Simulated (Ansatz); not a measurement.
# Geometry relaxation of Ni3Si

System: Ni3Si (Im-3m, 4 atoms in the cell).
Method: DFT PBE, scalar-relativistic, plane waves, PAW, no spin polarisation (Ansatz 0.2.0).

The structure was made by a generator, so it may or may not be a known phase. Figures and captions count atoms from 1; the log counts them from 0 in places.

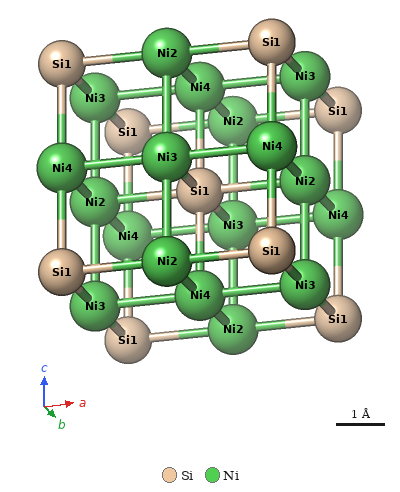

The input geometry (ball-and-stick view of the cell 2 times as large as that of the calculation, set on its symmetry axes, seen at an oblique angle; atoms are numbered from 1 in the order of the input). An atom can appear more than once, as a periodic image. Near neighbours in the periodic cell (some may lie outside the picture): Si has 6 Ni at 2.33 Å; Ni has 4 Ni at 2.33 Å and 2 Si at 2.33 Å.

Input file:
```yaml
crystal:
  lattice:
    - [-2.334938036, 2.334938036, 2.334938036]
    - [2.334938036, -2.334938036, 2.334938036]
    - [2.334938036, 2.334938036, -2.334938036]
  atoms:
    - { symbol: Si, position: [0.0, 0.0, 0.0] }
    - { symbol: Ni, position: [0.0, 0.5, 0.5] }
    - { symbol: Ni, position: [0.5, 0.0, 0.5] }
    - { symbol: Ni, position: [0.5, 0.5, 0.0] }
basis:
  ecutwfc: 420
kpoints:
  mp_grid: { grid: [14, 14, 14] }
hamiltonian:
  xc: pbe
scf:
  occupations: { method: gaussian, width: 0.1 }
output:
  forces: true
  stress: true
  eigenvalues: true
  write_density: true
  write_potential: true
  elf: true
  volumetric_format: npy
relax:
  adjacent_minimum: "off"
  f_tol: 0.01
  max_steps: 80
  cell: { stress_tol: 0.05 }
```

Run on 1 thread of Intel Xeon @ 2.50GHz (Skylake/Cascade Lake), 189 GiB of memory available, shared host.

Launch command:
```bash
ansatz run input.yaml --threads 1 --pin off --max-ram 2560MiB --backend cpu --events-out ev --progress --plain --runs-dir out
```

What the program printed:
```
Engine: ansatz 0.2.0, x86_64-unknown-linux-gnu
Pseudopotentials: kind: paw
Pseudopotential: Si, paw, valence charge 4, recommended cutoff 420 eV (normal), Si.paw.azcp
Pseudopotential: Ni, paw, valence charge 18, recommended cutoff 420 eV (normal), Ni.paw.azcp
Functional definition: PBE
  parameter kappa = 0.804
  parameter beta = 0.06672455060314922
  exchange = pbe_x(kappa = kappa, mu = beta*pi^2/3)
  correlation = pbe_c(beta = beta)
Crystal: 4 atoms, lattice volume = 50.920 Å³
Basis set: ecut = 420 eV, 959 PW (Γ), exchange–correlation on 60×60×60 points (8 copies of the dense FFT grid, shifted against one another)
Bands: 35, of which v1, the nominal top of the filled ones, is band 29 counted from 1 (28 counted from 0)
Symmetry: 48 space group operations
Space group: Im-3m (ITA 229), of the structure as read, at distance tolerance 3.7e-5 Å
k-points: 104 of 2744
Non-local potential: Si, projectors of the file, l = 0: 2, l = 1: 2, l = 2: 2
Non-local potential: Ni, projectors of the file, l = 0: 3, l = 1: 2, l = 2: 3, l = 3: 1
PAW form: soft (Blöchl's): semilocal exchange-correlation on the pseudo side does not see the compensation charge
PAW one-centre angular grid: Si, 110 points (default); XC on 64 Gauss nodes
PAW one-centre angular grid: Ni, 590 points (default); XC on 64 Gauss nodes
Initial density: superposition of atomic densities (neutral atoms: chi_scale 0, normalization atom), corrected by the library's trained network
Initial wavefunctions: pseudopotential atomic-orbital guess
Functional: x = pbe(κ = 0.804, μ = 0.2195149727645171), c = pbe(β = 0.06672455060314922)
SCF iter   1: F=—  HF=-18153.898606 eV  |F-HF|=—  |Δ(HF+E_count)|=         —  Δρ=8.07e-3  dr2=4.24e-3  ethr=1.77e-3  ⟨swp⟩=5.5  Hψ=13733  notcnv=0
preconditioner: auto → Kerker (q_TF=auto, 2.788 Å⁻¹)  [metal: Δε(μ)=0.016 eV  Ē_g=6.134 eV  σ=0.100 eV  W_gap=0.09  n_scr=18 (ndim 8)  ℏωp=30.3 eV  f_vac=0.000  D(μ)=4.63/eV (n_scr^D=54)]
SCF iter   2: F=—  HF=-18153.897797 eV  |F-HF|=—  |Δ(HF+E_count)|=   8.08e-4  Δρ=4.16e-3  dr2=1.34e-3  ethr=7.31e-6  ⟨swp⟩=2.0  Hψ=6455  notcnv=0
SCF iter   3: F=—  HF=-18153.897523 eV  |F-HF|=—  |Δ(HF+E_count)|=   2.74e-4  Δρ=7.82e-4  dr2=1.70e-4  ethr=2.32e-6  ⟨swp⟩=1.2  Hψ=3782  notcnv=0
SCF iter   4: F=—  HF=-18153.897498 eV  |F-HF|=—  |Δ(HF+E_count)|=   2.53e-5  Δρ=1.99e-4  dr2=1.57e-5  ethr=2.92e-7  ⟨swp⟩=2.0  Hψ=4928  notcnv=0
SCF iter   5: F=—  HF=-18153.897507 eV  |F-HF|=—  |Δ(HF+E_count)|=   9.34e-6  Δρ=7.90e-5  dr2=2.09e-6  ethr=2.71e-8  ⟨swp⟩=2.2  Hψ=5543  notcnv=0
SCF iter   6: F=—  HF=-18153.897507 eV  |F-HF|=—  |Δ(HF+E_count)|=   1.50e-7  Δρ=3.32e-5  dr2=4.10e-7  ethr=3.60e-9  ⟨swp⟩=1.2  Hψ=3623  notcnv=0
SCF iter   7: F=-18153.897507 eV  HF=-18153.897507 eV  |F-HF|=2.07e-8  |Δ(HF+E_count)|=   3.92e-8  Δρ=6.22e-6  dr2=1.43e-8  ethr=1.72e-10  ⟨swp⟩=10.9  Hψ=24913  notcnv=0
SCF 1 converged in 7 iterations: F = -18153.897507 eV  dr2 = 1.43e-8
  greatest PAW one-centre occupation: 1.001 electrons in one spin orbital (limit 2), on the Ni atom at site 2 (counted from 0), in its partial waves of l = 1
relax step   1: F+E_penalty+E_count = -18153.89750672 eV  Δ(F+E_penalty+E_count) = +0.000e0 eV  max|allowed force component| = 2.636e-29 eV/Å  Δτ_max = 0.0000 Å  P = +0.024 GPa  Ω = 50.920 Å³  (7 SCF iters, dr2 threshold 1.00e-7 eV, accepted)
Initial density: handed on by an earlier stage of this run
Initial wavefunctions: pseudopotential atomic-orbital guess (no wavefunctions were taken with the density)
iter 1 solved again at ethr=3.45e-7 eV; its pass at ethr=3.10e-3 eV (dr2=2.00e-4 eV) is discarded
SCF iter   1: F=—  HF=-18153.897501 eV  |F-HF|=—  |Δ(HF+E_count)|=         —  Δρ=5.05e-6  dr2=9.80e-9  ethr=3.45e-7  ⟨swp⟩=3.1  Hψ=23196  notcnv=0
eigensolver tolerance schedule: the retry pair's looser diagonalisation over-reported the residual by 20413.22 of it (diagonalisation noise at an unbounded share of the residual, at the tolerance the schedule requests for it); recorded, not acted on — ethr = c·dr2/N_el stays at c = 1.0e-1
preconditioner: auto → Kerker (q_TF=auto, 2.788 Å⁻¹)  [metal: Δε(μ)=0.011 eV  Ē_g=6.135 eV  σ=0.100 eV  W_gap=0.06  n_scr=18 (ndim 8)  ℏωp=30.3 eV  f_vac=0.000  D(μ)=4.76/eV (n_scr^D=54)]
SCF iter   2: F=—  HF=-18153.897507 eV  |F-HF|=—  |Δ(HF+E_count)|=   5.67e-6  Δρ=1.43e-6  dr2=1.31e-9  ethr=1.69e-11  ⟨swp⟩=3.4  Hψ=8370  notcnv=0
SCF iter   3: F=—  HF=-18153.897507 eV  |F-HF|=—  |Δ(HF+E_count)|=  1.35e-10  Δρ=7.33e-7  dr2=2.18e-10  ethr=2.26e-12  ⟨swp⟩=2.1  Hψ=5178  notcnv=0
SCF iter   4: F=—  HF=-18153.897507 eV  |F-HF|=—  |Δ(HF+E_count)|=  3.27e-11  Δρ=4.97e-7  dr2=8.27e-11  ethr=1.00e-12  ⟨swp⟩=2.5  Hψ=5646  notcnv=0
iter 5 did not close the SCF: its close was put off for the readings that it lacked (scf_convergence_deferred on its scf_iter line)
SCF iter   5: F=-18153.897507 eV  HF=-18153.897507 eV  |F-HF|=7.28e-12  |Δ(HF+E_count)|=  1.46e-11  Δρ=1.74e-7  dr2=1.39e-11  ethr=1.00e-12  ⟨swp⟩=1.0  Hψ=3640  notcnv=0
iter 6 did not close the SCF: its close was put off for the readings that it lacked (scf_convergence_deferred on its scf_iter line)
SCF iter   6: F=-18153.897507 eV  HF=-18153.897507 eV  |F-HF|=0.00e0  |Δ(HF+E_count)|=  7.28e-12  Δρ=5.64e-8  dr2=8.27e-13  ethr=1.00e-12  ⟨swp⟩=1.0  Hψ=3640  notcnv=0
iter 7 did not close the SCF: its close was put off for the readings that it lacked (scf_convergence_deferred on its scf_iter line)
SCF iter   7: F=-18153.897507 eV  HF=-18153.897507 eV  |F-HF|=7.28e-12  |Δ(HF+E_count)|=  3.64e-12  Δρ=7.85e-9  dr2=2.13e-14  ethr=1.00e-12  ⟨swp⟩=1.0  Hψ=3640  notcnv=0
iter 8 did not close the SCF: its close was put off for the readings that it lacked (scf_convergence_deferred on its scf_iter line)
SCF iter   8: F=-18153.897507 eV  HF=-18153.897507 eV  |F-HF|=1.09e-11  |Δ(HF+E_count)|=  3.64e-12  Δρ=4.42e-9  dr2=7.70e-15  ethr=1.00e-12  ⟨swp⟩=1.0  Hψ=3640  notcnv=0
SCF iter   9: F=-18153.897507 eV  HF=-18153.897507 eV  |F-HF|=7.28e-12  |Δ(HF+E_count)|=  7.28e-12  Δρ=8.12e-10  dr2=1.66e-16  ethr=1.00e-12  ⟨swp⟩=3.0  Hψ=11363  notcnv=0
SCF 2 converged in 9 iterations: F = -18153.897507 eV  dr2 = 1.66e-16
  greatest PAW one-centre occupation: 1.001 electrons in one spin orbital (limit 2), on the Ni atom at site 3 (counted from 0), in its partial waves of l = 1
relax step   2: F+E_penalty+E_count = -18153.89750674 eV  Δ(F+E_penalty+E_count) = -1.813e-8 eV  max|allowed force component| = 2.249e-29 eV/Å  Δτ_max = 0.0000 Å  P = +0.025 GPa  Ω = 50.920 Å³  stress off target by 2.47e-2 GPa  SCF on the basis re-selected at this cell (its energy is not comparable with the rows above)  (9 SCF iters)
```

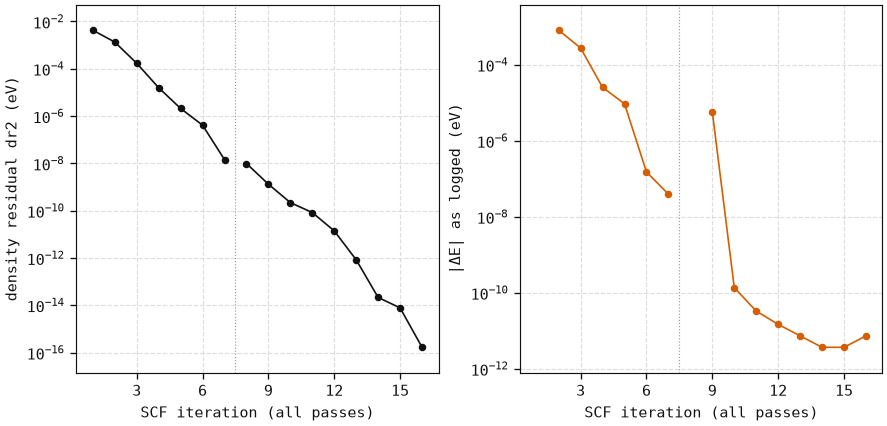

Convergence of the self-consistent field: density residual dr2 and size of the energy change against the SCF iteration. The dotted lines part the SCF passes of the relaxation: geometry steps, rejected trials and re-solves on a re-selected basis. The passes take 7 and 9 iterations.

```
basis re-selected at this cell: Δ(F+E_penalty+E_count) = -1.813e-8 eV, ΔP = +0.000 GPa vs the last step (what re-selecting the basis moved, of the pressure what is left beyond the Pulay correction that the steps carried, after the strain that the cell walked since its last selection, with what the two solves' SCF thresholds leave and, on support functions, any second-order correction that the steps lacked; it is no measure of the basis error at this ecutwfc). This SCF's stress stands 2.47e-2 GPa from its target on what of the cell is left free (relax.cell.stress_tol is 5.00e-2 GPa) and its largest allowed force component is 2.25e-29 eV/Å (relax.f_tol is 1.00e-2 eV/Å): within both
SCF converged after 9 iterations
Free energy (F): -18153.897507 eV
Harris-Foulkes:  -18153.897507 eV  (|F-HF|=7.28e-12)
Internal energy: -18153.873730 eV  (E = F + TS)
E sigma→0 (E₀):  -18153.885618 eV
Entropy (-TS):   -0.023777 eV (-5.944 meV/atom)
Fermi energy:    13.957846 eV
--- Per-component energies (eV) ---
  E_band       = -1019.343983
  E_kinetic    = 894.357368
  E_local      = -12599.291087  (includes V_loc(G=0)·N_el)
  E_nonlocal   = 1944.856759
  E_hartree    = 5357.741990
  E_xc         = -308.624253
  E_vxc        = -373.472297  (∫ρ·V_xc dr)
  E_paw        = -5414.100701  (= ΣΔE_a)
  E_vpaw       = -1601.280412  (= ΣTr[D̂ρ^β])
  E_aug_tail   = 0.001705  (compensation charges beyond the density's cutoff)
  E_ewald      = -8028.815511
  E_smearing   = -0.023777  (= −TS)
  E_closure    = 0.000000  (closes the sum)
  Σ components = -18153.897507   (vs F -18153.897507, Δ=0.00e0)
--- Forces (eV/Å), atoms counted from 1 ---
  atom   1  Si    -0.00000000    -0.00000000     0.00000000
  atom   2  Ni     0.00000000    -0.00000000    -0.00000000
  atom   3  Ni     0.00000000     0.00000000    -0.00000000
  atom   4  Ni     0.00000000     0.00000000    -0.00000000
  max |Σ_I F_I| component: 8.13e-29 eV/Å
--- Stress (GPa, compression-positive) ---
        0.024747       0.000000      -0.000000
       -0.000000       0.024747       0.000000
       -0.000000      -0.000000       0.024747
  P = ⅓ Tr σ = 0.0247 GPa (0.247 kbar)
--- Band table (eV; the first three rows and the last of 104) ---
  k-point 0: bands = ["-88.7441", "-88.7050", "-88.7050", "-49.2898", "-49.2898", "-49.2898", "-49.1730", "-49.1730", "-49.1730", "-48.9463", "-48.9463", "-48.9463", "3.4745", "10.5579", "10.5579", "10.5579", "10.6972", "11.1003", "11.1003", "12.8485", "12.8485", "13.2325", "13.2325", "13.2325", "13.8948", "13.8948", "13.8948", "14.3542", "14.3542", "14.3542", "14.9534", "18.9301", "18.9301", "18.9301", "19.0273"]
  k-point 1: bands = ["-88.7436", "-88.7055", "-88.7051", "-49.2899", "-49.2898", "-49.2897", "-49.1730", "-49.1703", "-49.1701", "-48.9492", "-48.9491", "-48.9463", "3.5399", "10.5381", "10.5426", "10.5891", "10.7056", "11.1103", "11.1218", "12.6459", "12.7691", "13.1741", "13.1864", "13.2134", "13.8566", "13.8735", "13.8798", "14.2895", "14.4434", "14.6415", "14.8606", "18.4149", "18.7662", "18.9654", "19.2549"]
  k-point 2: bands = ["-88.7424", "-88.7067", "-88.7051", "-49.2902", "-49.2897", "-49.2894", "-49.1731", "-49.1621", "-49.1617", "-48.9578", "-48.9575", "-48.9464", "3.7337", "10.3895", "10.4996", "10.6818", "10.7858", "11.1422", "11.1806", "12.2350", "12.5736", "13.0445", "13.1278", "13.1491", "13.7577", "13.8293", "13.8420", "14.1293", "14.6137", "14.6424", "15.2254", "17.4538", "18.3933", "19.0710", "19.8594"]
  k-point 103: bands = ["-88.7308", "-88.7308", "-88.6926", "-49.2923", "-49.2923", "-49.2923", "-49.1709", "-49.1709", "-49.1709", "-48.9465", "-48.9465", "-48.9465", "6.0985", "10.5061", "10.5061", "10.6997", "10.6997", "10.6997", "11.3378", "11.5030", "11.5030", "11.5030", "12.6756", "12.6756", "13.0135", "13.0135", "13.0135", "13.8676", "13.8676", "13.8676", "15.3878", "16.5297", "16.5297", "22.3098", "22.3098"]
--- Relaxed structure (1 steps of the walk, 1 accepted, 1 SCFs on fresh bases) ---
  F+E_penalty+E_count = -18153.89750674 eV   max|allowed force component| = 2.249e-29 eV/Å   (the final SCF, on the basis selected at the relaxed cell)
  cell:  # Å, volume = 50.9197 Å³
    - [-2.334938036, 2.334938036, 2.334938036]
    - [2.334938036, -2.334938036, 2.334938036]
    - [2.334938036, 2.334938036, -2.334938036]
  atoms:
    - { symbol: Si, position: [0.0, 0.0, 0.0] }
    - { symbol: Ni, position: [0.0, 0.5, 0.5] }
    - { symbol: Ni, position: [0.5, 0.0, 0.5] }
    - { symbol: Ni, position: [0.5, 0.5, 0.0] }
```

Trajectory as extended XYZ (Å, eV, eV/Å), 2 frames, from step=1 to step=2:
```
4
Lattice="-2.3349 2.3349 2.3349 2.3349 -2.3349 2.3349 2.3349 2.3349 -2.3349" Properties=species:S:1:pos:R:3:forces:R:3 step=1 energy=-18153.89751 pressure_GPa=0.02
Si    0.0000    0.0000    0.0000    0.0000   0.0000   0.0000
Ni    2.3349    0.0000    0.0000    0.0000   0.0000   0.0000
Ni    0.0000    2.3349    0.0000    0.0000   0.0000   0.0000
Ni    0.0000    0.0000    2.3349    0.0000   0.0000   0.0000
4
Lattice="-2.3349 2.3349 2.3349 2.3349 -2.3349 2.3349 2.3349 2.3349 -2.3349" Properties=species:S:1:pos:R:3:forces:R:3 step=2 energy=-18153.89751 pressure_GPa=0.02
Si    0.0000    0.0000    0.0000    0.0000   0.0000   0.0000
Ni    2.3349    0.0000    0.0000    0.0000   0.0000   0.0000
Ni    0.0000    2.3349    0.0000    0.0000   0.0000   0.0000
Ni    0.0000    0.0000    2.3349    0.0000   0.0000   0.0000
```

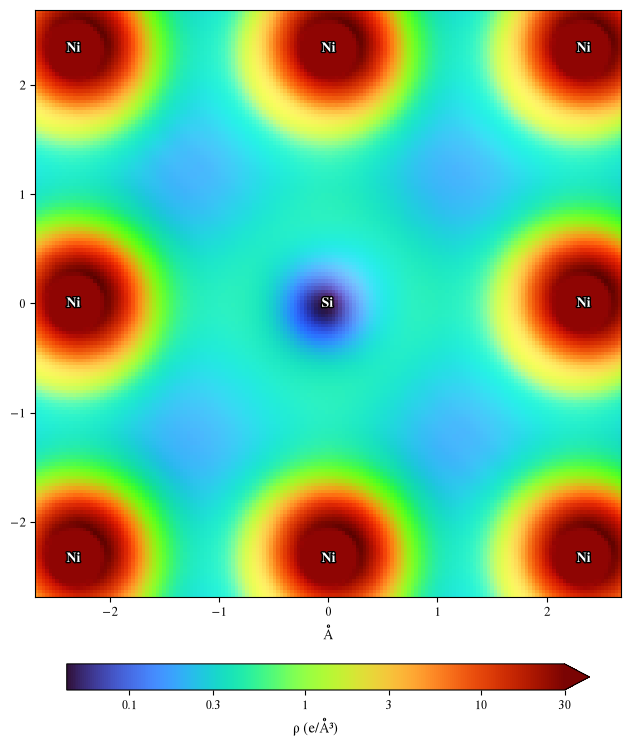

Valence electron density on the (100) plane of the conventional cell. The section cuts through Si and Ni sites. Si–Ni (2.33 Å): the density is about 0.43 e/Å³ at the midpoint. Ni–Ni (2.33 Å): the density is about 0.39 e/Å³ at the midpoint. Away from the nuclei the density in this plane falls to 0.18 e/Å³ at its lowest. Core electrons are frozen (PAW), so the fields are smoothed inside the atomic spheres.

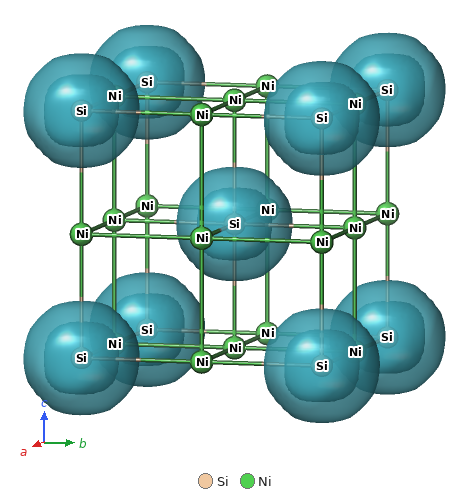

Isosurface of the ELF at 0.6 (cyan), seen slightly off an axis. Only the valence region is drawn (cores and ρ < 0.01 e/Å³ removed). Sticks mark near contacts. The outline is the cell set on symmetry axes. Along the contacts the grid gives the following. Si–Ni (2.33 Å): the ELF is about 0.45 at the midpoint. Ni–Ni (2.33 Å): the ELF is about 0.25 at the midpoint; no shared electron pair.

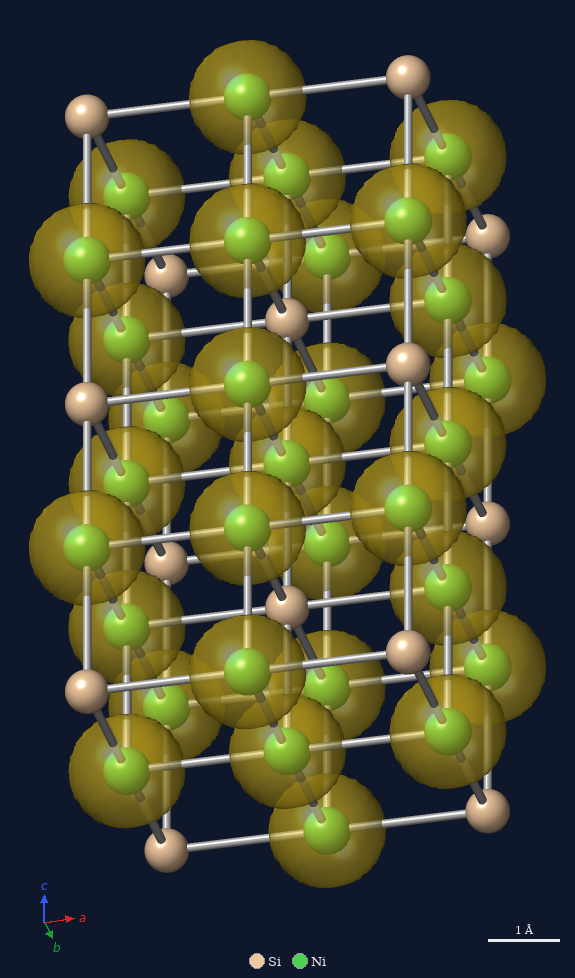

Isosurface of the valence charge density (pseudo) at 1 e/Å³ (yellow), seen at an oblique angle. Sticks mark near contacts. The outline is the cell set on symmetry axes. At this value the density breaks into separate islands; it holds about 75 % of the electrons treated as valence (semicore included). It is pinched off along the Si–Ni (2.33 Å) and Ni–Ni (2.33 Å) contacts. On the grid the lowest density along these lines, outside the cores, is 0.42 e/Å³ (Si–Ni, 2.33 Å) and 0.39 e/Å³ (Ni–Ni, 2.33 Å).

Results in brief:

| quantity | value |
| --- | --- |
| outcome | converged |
| space group (tolerance 0.01 Å) | Im-3m (229) |
| electrons treated | 58 |
| free energy | −18153.8975 eV |
| Fermi energy | 13.958 eV |
| gap on the k-point mesh | none (metallic) |
| pressure | 0.02 GPa |
| final volume | 50.92 Å³ |
| largest force (length of the vector) at the end | under 0.001 eV/Å |
| final cell | a = 4.044 Å, b = 4.044 Å, c = 4.044 Å, α = 109.47°, β = 109.47°, γ = 109.47° |
| wall time | 47 s |
| peak memory | 0.47 GiB |

Notes:

The run has no spin polarisation, so a magnetic state may lie lower.
